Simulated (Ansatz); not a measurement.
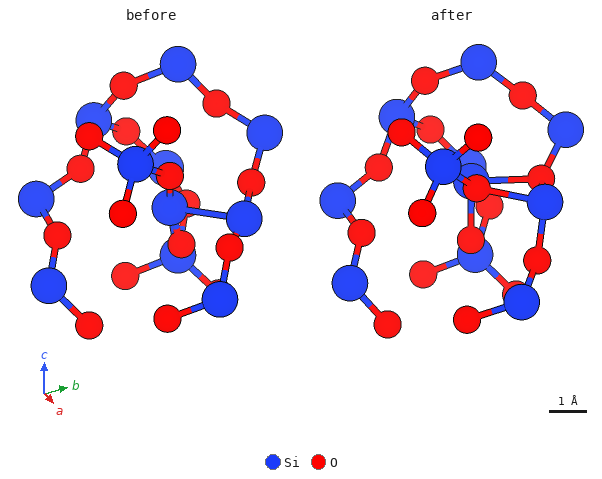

The structure of a defect cell of composition Si55O108 before (left) and after (right) a relaxation, at one scale.

Style: ball-and-stick. Shown: the atoms within 4.2 Å of the atom that moves most (axes of the cell of the calculation (origin shifted)), slightly off an axis.

These are results of Ansatz, DFT, PBEsol, PAW, plane waves, not measurements. (plane-wave cutoff 420 eV; k-point mesh 1 × 1 × 1; mesh shifted by (0.25, 0.25, 0.25); no spin polarisation; atoms relaxed in a fixed cell; force threshold 0.03 eV/Å; at most 80 steps)

Q: Summarise the run.

A: A Si atom moves most: 0.79 Å roughly along [−1 0 2]. Largest moves by element: Si 0.79 Å, O 0.67 Å. The cell stays as it was. Among the contacts that change: O–Si 1.030 → 1.659 Å, O–Si 1.197 → 1.680 Å, O–Si 2.385 → 1.938 Å, Si–Si 2.431 → 2.858 Å. New bonds form, among them: O–Si (2.36 → 1.95 Å), O–Si (2.38 → 1.94 Å). Bond angles that change, for instance: O–Si–O 155.0° → 100.7°, O–Si–O 150.1° → 97.5°, Si–O–Si 165.3° → 129.1°. The energy falls by 37.075 eV per cell of the calculation in 22 geometry steps. Largest force component: 76 eV/Å at the start, 0.02 eV/Å at the end. The run took 31 s on 1 × NVIDIA GB200 with 8 threads of Arm Neoverse-V2, peak memory 2.2 GiB.
